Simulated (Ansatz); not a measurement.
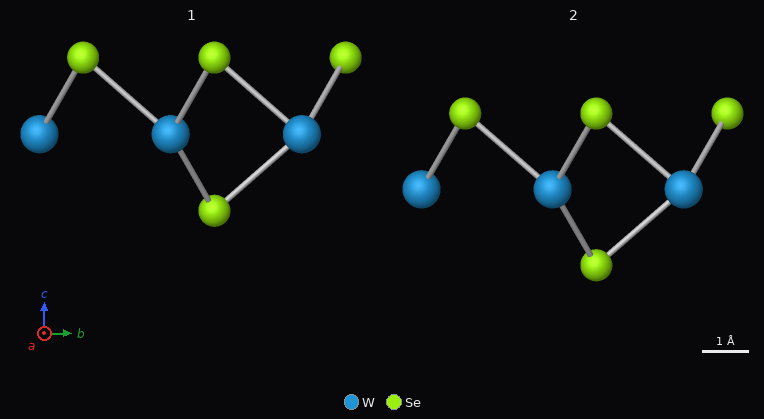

Two geometries of a crystal of WSe2 (set up in P-3m1), drawn at one scale. One is the start of a relaxation, the other its converged end. A ball-and-stick model of the atoms within 4.2 Å of the atom that moves most (axes of the 2 × 2 repeat of the cell, outlined in the plane, without the vacuum), seen along the a axis.

These are results of DFT PBE, scalar-relativistic, plane waves, PAW (Ansatz), not measurements. Settings: plane-wave cutoff 420 eV; k-point mesh 12 × 12 × 1; occupations gaussian; smearing width 0.02 eV; no spin polarisation; cell and atoms relaxed; force threshold 0.005 eV/Å; at most 80 steps.

**Which one is relaxed?**

Structure 1 is the relaxed one. The largest moves relative to the cell and the layer's centre, 1.22 Å, are those of Se atoms. Largest moves by element: Se 1.22 Å, W 1.21 Å. In the plane the drawn cell goes a 6.636 → 6.641 Å (+0.1 %), b 6.636 → 6.641 Å (+0.1 %). Some distances before and after: Se–W 2.536 → 2.548 Å. The space group stays P-3m1 (No. 164). The energy falls by 57.0 meV per cell of the calculation in 8 accepted moves (9 points after the start). The largest force component goes from 0.29 to 0.00032 eV/Å. The SCF was repeated once at an unchanged geometry on a basis and grid sized afresh for the cell, which shifted the energy by 2.9 meV per cell of the calculation at most.

Limits of the set-up: layers or molecules are held without a dispersion correction, so their spacing is unreliable.
